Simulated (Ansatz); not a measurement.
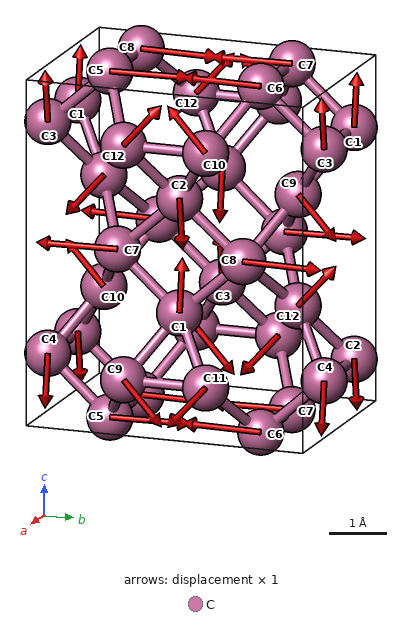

This is a relaxation of crystalline C (a generated structure, set up in Immm) (coarse preliminary run). The starting structure is drawn; red arrows show the displacements (the part carried along by the change of the cell is left out), at their true length.

A ball-and-stick model of the conventional cell (2 times the calculation's cell), seen slightly off an axis. Lengths and directions refer to the drawn axes.

Theory: DFT PBE, scalar-relativistic, plane waves, PAW (Ansatz 0.2.0). (plane-wave cutoff 420 eV; k-point mesh 6 × 6 × 6; occupations gaussian; smearing width 0.1 eV; no spin polarisation; cell and atoms relaxed; force threshold 0.04 eV/Å; at most 70 steps)

> What happened in the run?

Over 50 accepted moves (61 points after the start) the energy falls by 1593 meV per atom. The largest force component goes from 5.1 to 0.024 eV/Å. The pressure goes from 117.93 to 0.04 GPa. The line search rejected the trial steps at points 12, 15, 22, 37, 39, 54 of the run. At 5 points the geometry stayed and the basis and grid were re-selected for the new cell (energy shift of 136 meV per atom at most each time). The largest moves relative to the cell, 1.51 Å, are those of C5, C6, C7 and C8. C5 goes along +b. The volume changes by +197.4 %, with a 3.675 → 3.339 Å (−9.1 %), b 5.191 → 10.355 Å (+99.5 %), c 6.322 → 10.374 Å (+64.1 %). Some distances before and after: C1–C7 1.574 → 3.935 Å, C1–C10 2.121 → 4.445 Å, C1–C11 1.541 → 3.784 Å, C1–C2 2.087 → 1.446 Å. New bonds form: C1–C2 (2.09 → 1.45 Å), C1–C3 (2.16 → 1.67 Å), C2–C4 (2.16 → 1.67 Å), C3–C4 (2.09 → 1.45 Å). Bonds break: C1–C11 (1.54 → 3.78 Å), C1–C7 (1.57 → 3.94 Å), C1–C8 (1.57 → 3.94 Å), C1–C9 (1.54 → 3.78 Å). Among the angles between lasting bonds that change: C6–C11–C7 82.0° → 91.7°, C10–C7–C11 79.2° → 74.1°, C6–C7–C10 131.0° → 135.9°. The space group stays Immm (No. 71).
